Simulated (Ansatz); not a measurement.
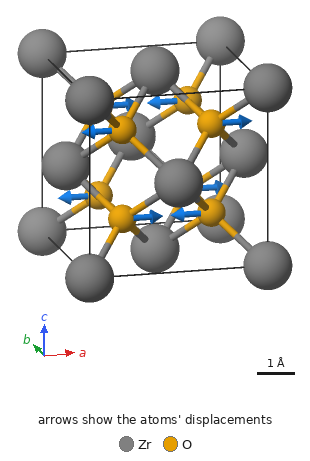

One vibrational mode of crystalline ZrO₂ relaxed at 6 GPa at the zone centre. The blue arrows are the displacements of the atoms (eigenvector over the root of the mass), of arbitrary overall length and sign. Style: ball-and-stick. Shown: the conventional cell (4 times the calculation's cell), slightly off an axis. Lengths and directions refer to the drawn axes.

All numbers below come from DFT PBE, scalar-relativistic, plane waves, PAW (Ansatz). Set-up: plane-wave cutoff 420 eV; k-point mesh 8 × 8 × 8; occupations fixed; target pressure 6 GPa; no spin polarisation.

Frequencies are those without the non-analytic (LO–TO) term.

What mode is this, and where does it lie in the spectrum?

Answer. This is the T₂g mode (triply degenerate; one member of the set is drawn) at 569 cm⁻¹, the highest optical level, Raman-active by symmetry. The Zr atoms stay at rest; all motion is along a; atoms of one kind move against one another, with no net shift of their sublattice.
